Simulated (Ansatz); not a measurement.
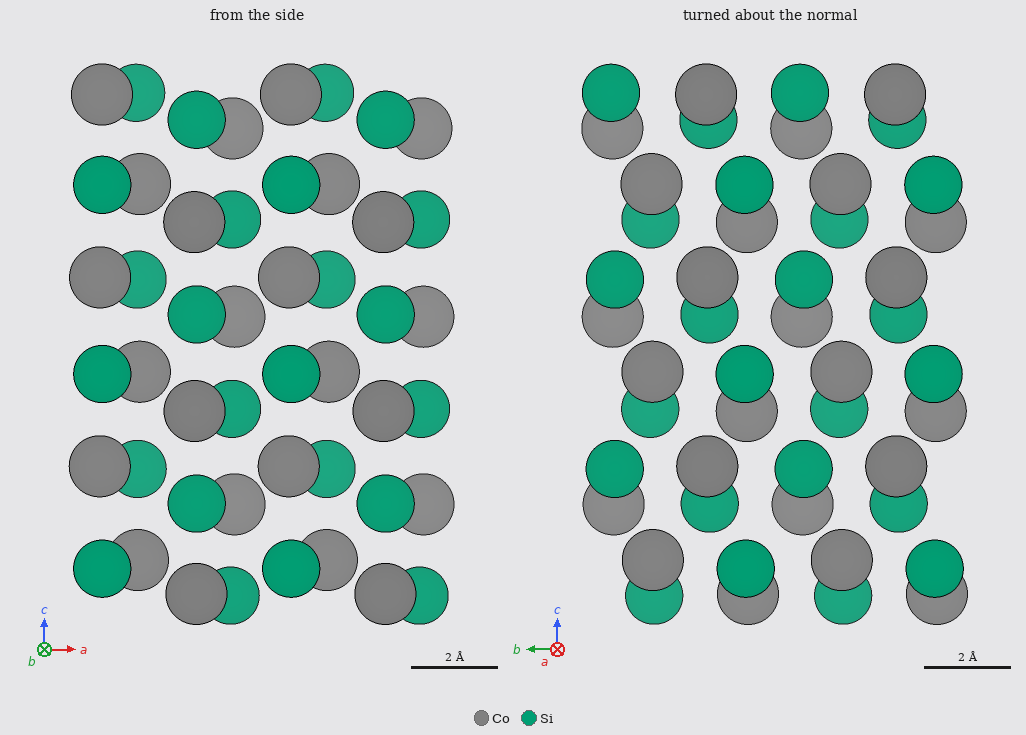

A spheres-only picture of a periodic slab, seen from the side and turned about the normal. The surface normal points up in side views; the vacuum is left out. 2×2 cells are drawn in the plane, with atoms at the edges repeated.

The cell holds 12 Co, 12 Si. The slab was cut from bulk CoSi (P2_13).

**With which atoms do the two faces end?**

The top face ends in Co and Si, the bottom face in Co and Si. The two faces are alike.

**What is the thickness of the slab?**

About 12 Å from the lowest to the highest atom.

**State the number of planes and their content from above.**

Twelve planes: CoSi / CoSi / CoSi / CoSi / CoSi / CoSi / CoSi / CoSi / CoSi / CoSi / CoSi / CoSi.

**On which plane does the slab lie?**

(1 0 0).

Level of theory: DFT PBE, scalar-relativistic, plane waves, PAW (Ansatz 0.2.0). Settings were plane waves up to 420 eV, an 8×8×1 sampling of the Brillouin zone, Gaussian smearing of 0.1 eV, no spin polarisation (a spin-restricted run, not always the ground state).

**How much energy takes an electron from the Fermi level to the vacuum on each side?**

4.54 eV on both faces.

Origin of the cell: a structure listed in the Materials Project, from which a slab was cut. The atoms were relaxed in a fixed cell with DFT PBE, scalar-relativistic, plane waves, PAW in Ansatz.
